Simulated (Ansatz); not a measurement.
## Electronic structure of TmH in real space

```
Tm H
1.0
     6.80422    0.00000    0.00000
     0.00000    6.80422    0.00000
     0.00000    0.00000    6.80422
Tm H
8 8
Direct
  0.75000 0.25000 0.25000
  0.25000 0.75000 0.25000
  0.25000 0.25000 0.75000
  0.75000 0.75000 0.75000
  0.50000 0.00000 0.00000
  0.00000 0.50000 0.00000
  0.00000 0.00000 0.50000
  0.50000 0.50000 0.50000
  0.25000 0.25000 0.25000
  0.75000 0.75000 0.25000
  0.75000 0.25000 0.75000
  0.25000 0.75000 0.75000
  0.00000 0.00000 0.00000
  0.50000 0.50000 0.00000
  0.50000 0.00000 0.50000
  0.00000 0.50000 0.50000
```

Space group Fd-3m; a structure generated by program, which may or may not match a known phase; computed without spin polarisation; no Hubbard U on the f states and no spin–orbit coupling.

Theory: DFT PBE, scalar-relativistic, plane waves, PAW; 4f electrons in the core of a trivalent norm-conserving potential (Ansatz 0.2.0).

The density is the valence pseudo-density of a pseudopotential calculation; it isn't the true density close to the nuclei.

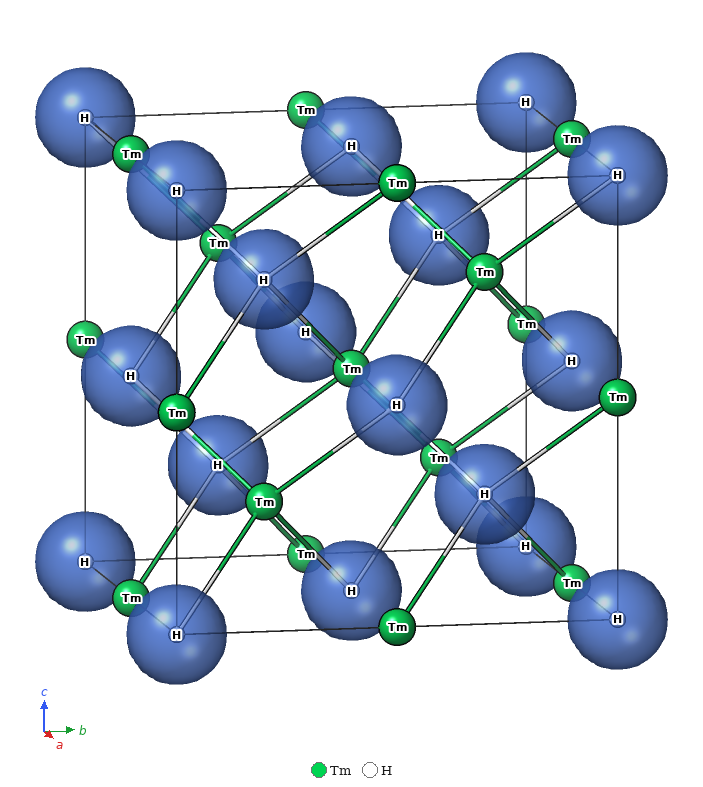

Figure 1. Isosurface of the ELF at 0.85 (blue), seen slightly off an axis. Core shells and regions of very low density are left out. Sticks mark near contacts.

Where are the electrons localised?

Answer. The surface consists of eight regions around hydrogen nuclei, counted in one cell of 16 atoms. Any copies at cell faces, edges or corners count once.


Tm–H (2.95 Å): the ELF climbs to about 1 towards the hydrogen.

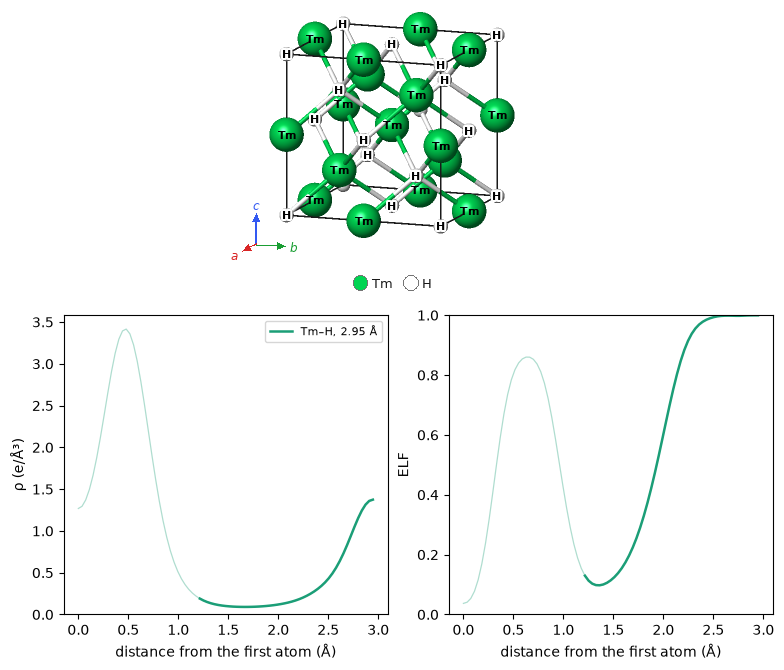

Figure 2. Valence charge density (pseudo) and ELF along straight lines between neighbouring atoms. Thin, pale parts lie inside the atomic spheres. The structure is drawn too.

What can be read from the curves?

Answer. Tm–H (2.95 Å): ρ at the midpoint is about 0.1 e/Å³; the ELF climbs to about 1 towards the hydrogen.

Metal or insulator at this level of theory?

Answer. It is metallic or semimetallic at this level of theory: no gap opens.
